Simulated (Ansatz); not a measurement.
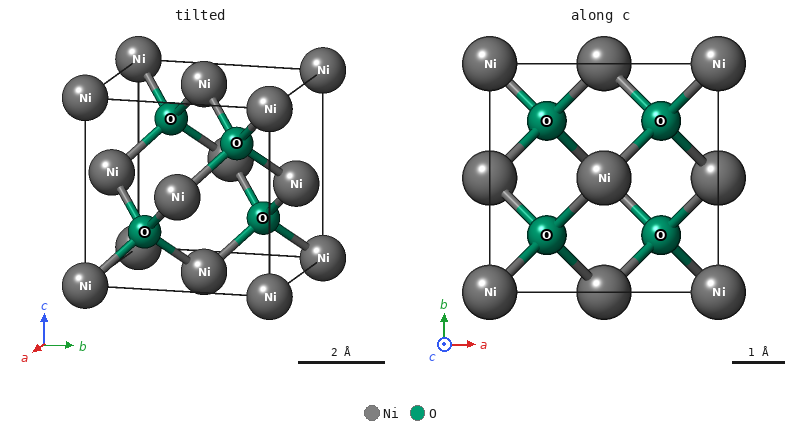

Ball-and-stick drawing of the structure, looking slightly off an axis and along the c axis. The lines enclose the conventional unit cell; boundary atoms appear with their images.

NiO, zinc blende (sphalerite type), space group F-43m (No. 216), a = 4.482 Å, b = 4.482 Å, c = 4.482 Å, α = 90.00°, β = 90.00°, γ = 90.00°. Its origin is a structure type filled with these elements by a generator (whether the compound takes this form wasn't checked). The cell was then strained or its atoms displaced on purpose. It was the input of a calculation with Ansatz.

This one geometry was computed with Ansatz (DFT, plane waves, PAW) at five levels of theory: PBE, PBE with spin-orbit coupling, r2SCAN, LDA and PBEsol.

> Which level gives the highest pressure at this volume, and what does that say about its equilibrium volume?

Highest: PBE (0.0 GPa) and PBE with spin-orbit coupling (0.0 GPa), which points to the largest equilibrium volume. Lowest, with the smallest volume: LDA (-15.4 GPa). Levels within 0.5 GPa of each other can't be told apart.

> How does the band gap change with the level of theory?

All levels give a metal.

> Collect the results in a table.

| level | cutoff (eV) | k-mesh of the run's cell | gap (eV) | pressure (GPa) | absolute moment (μB/atom) |
| --- | --- | --- | --- | --- | --- |
| PBE | 420 | 12×12×12 | metal | 0.0 | 0.98 |
| PBE with spin-orbit coupling | 420 | 12×12×12 | metal | 0.0 | 0.97 |
| r2SCAN | 500 | 12×12×12 | metal | -4.6 | 1.03 |
| LDA | 420 | 12×12×12 | metal | -15.4 | 0.85 |
| PBEsol | 420 | 12×12×12 | metal | -8.1 | 0.94 |

Gaps are taken on the k-mesh or band path of each run.
